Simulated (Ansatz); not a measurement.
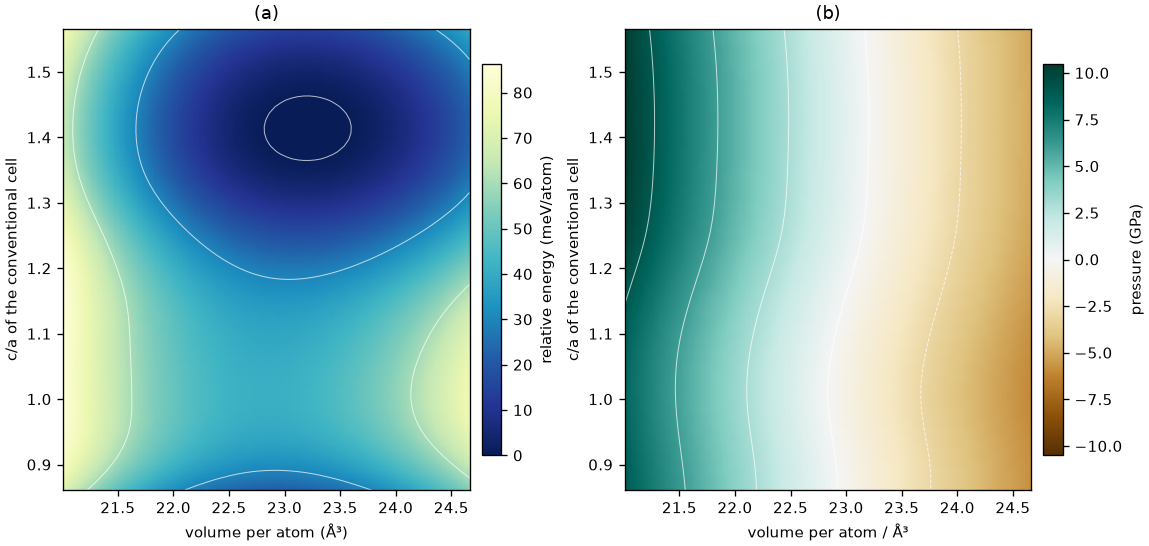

Zr (Im-3m, No. 229; 1 atom in the cell). 
- The energy is mapped over volume and the cell's shape.
- The first coordinate is: volume per atom; the second: c/a of the conventional cell.
- Nothing is relaxed (symmetry fixes all fractional coordinates).
- Grid: 7 × 9 points.
- Points are written as (first, second).
- Energies: meV/atom, counted from the lowest grid point.
- These are results of DFT PBE, scalar-relativistic, plane waves, PAW in Ansatz, not measurements. Settings: cutoff 420 eV, k-mesh 20×20×20, gaussian smearing 0.15 eV, no spin polarisation.

Panel (a) is the energy and panel (b) the computed pressure on the same grid.

Drawn: a smooth colour map with a few white contour lines. Between grid points the surface is interpolated.

### How does the pressure vary over the map, and what is it at the lowest grid point?

It runs from −6.0 GPa at (24.66 Å³, 1.000) [bcc] to 10.5 GPa at (21.01 Å³, 1.453). At the lowest grid point, (23.45 Å³, 1.453), it is −0.9 GPa. The pressure is minus the slope of the energy with volume, so it vanishes at the true minimum, which need not be a grid point.
